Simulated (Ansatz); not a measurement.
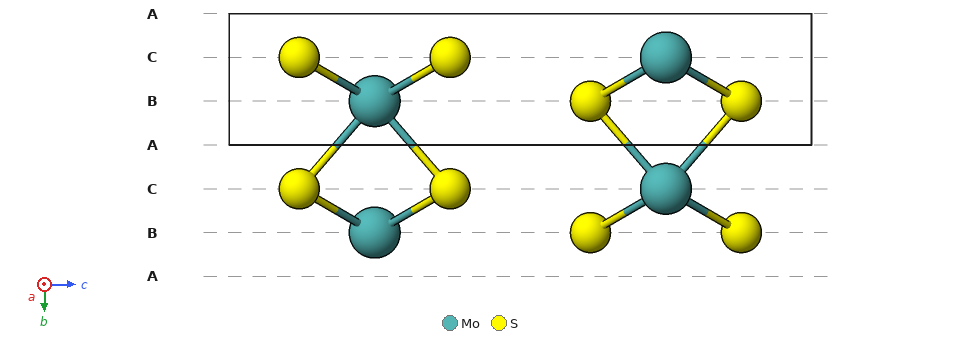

The picture looks along a close-packed row of the hexagonal mesh; c points to the right. The dashed lines mark the three columns A (0, 0), B (1/3, 2/3) and C (2/3, 1/3). The sequence starts with the first layer at or above the cell's origin.

The compound is MoS2, taken as the geometry relaxed with DFT PBE+D3(BJ), scalar-relativistic, plane waves, PAW (Ansatz).

Question: Give the sequence of layers in one repeat, with element and column.

Answer: S(C) – Mo(B) – S(C) – S(B) – Mo(C) – S(B) (six layers in 12.09 Å).

Question: How are the S layers alone stacked?

Answer: S layers alone: CCBB, a sequence in which some neighbouring layers lie directly above each other.

Question: Which positions between or in the S layers do the other atoms fill?

Answer: Mo: two trigonal-prismatic sites in each hexagonal cell. Two of the four gaps between S layers are empty, 2.91 Å wide.

Question: What short polytype symbol fits?

Answer: Polytype symbol 2H, the symbol of a layered MX2 polytype (number of slabs in the repeat and lattice).
